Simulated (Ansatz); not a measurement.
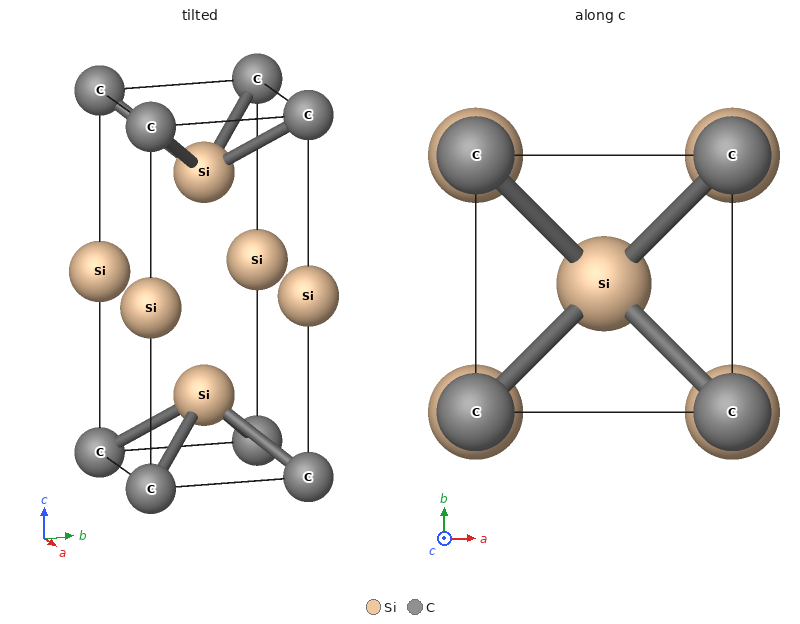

We look at a ball-and-stick model of the crystal slightly off an axis and along the c axis. The conventional unit cell is drawn as a box.

Si₃C, space group P4/mmm (No. 123), a = 2.75 Å, b = 2.75 Å, c = 6.17 Å, α = 90.00°, β = 90.00°, γ = 90.00°.

Computational set-up: DFT PBE, scalar-relativistic, plane waves, PAW (Ansatz), a kinetic-energy cutoff of 420 eV, the zone sampled with 16×16×8 points, Gaussian smearing of 0.1 eV, no spin polarisation.

Predict the gap.

A metal: bands cross the Fermi level.

What is the pressure at this volume?

The computed pressure is 0.0 GPa, close to zero.

The starting point was a structure type filled with these elements by a generator (whether the compound takes this form wasn't checked). Earlier steps of the study may have refined or changed the cell and positions. A calculation with Ansatz used it as input.
